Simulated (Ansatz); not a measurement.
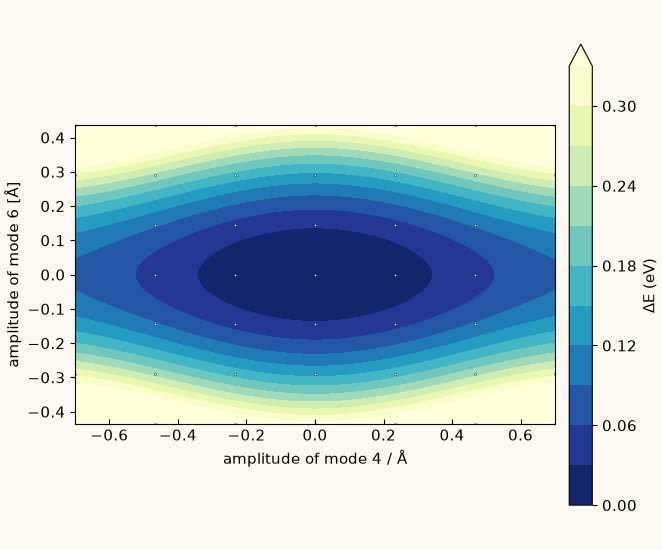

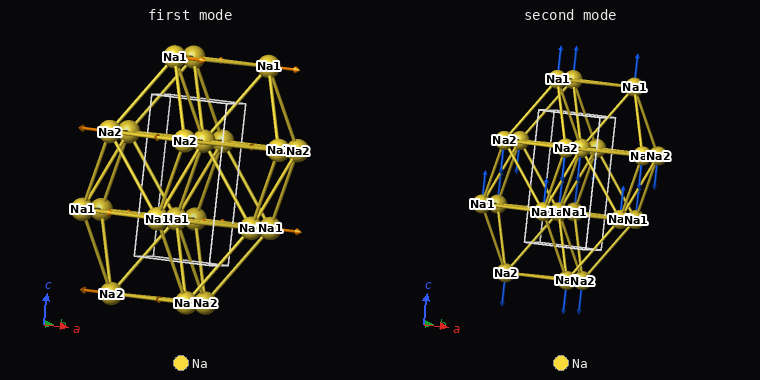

Energy landscape of Na (P6_3/mmc, No. 194; 2 atoms in the cell). The energy is mapped over two normal modes frozen in (zone-centre modes of the 2-atom cell of this scan). First axis: amplitude of mode 4 (58 cm⁻¹), largest displacement. Second axis: amplitude of mode 6 (137 cm⁻¹), largest displacement. Nothing is relaxed (the cell and all other modes fixed). The grid has 7 × 7 points; 16 points were computed and 33 follow by symmetry. Points are written as (first, second). Energies are in eV per cell, from the lowest grid point. All numbers below come from DFT LDA, scalar-relativistic, plane waves, PAW (Ansatz). Settings: cutoff 520 eV, k-mesh 15×15×8 in the order of the run's cell vectors, gaussian smearing 0.15 eV, no spin polarisation.

In the figure: filled contours, dots at the grid points, one colour for all values above the top of the scale. Between grid points the surface is interpolated. The second picture is the structure at the lowest point

**Where are the wells?**

The lowest grid point is at (0.000 Å, 0.000 Å). It is the only kind of minimum in the scanned range. The highest grid point, (−0.700 Å, −0.436 Å), lies 0.589 eV above the lowest.

Time for the 16 points that were run: 14 min on 1 thread of Arm Neoverse N1, with other jobs on the host.
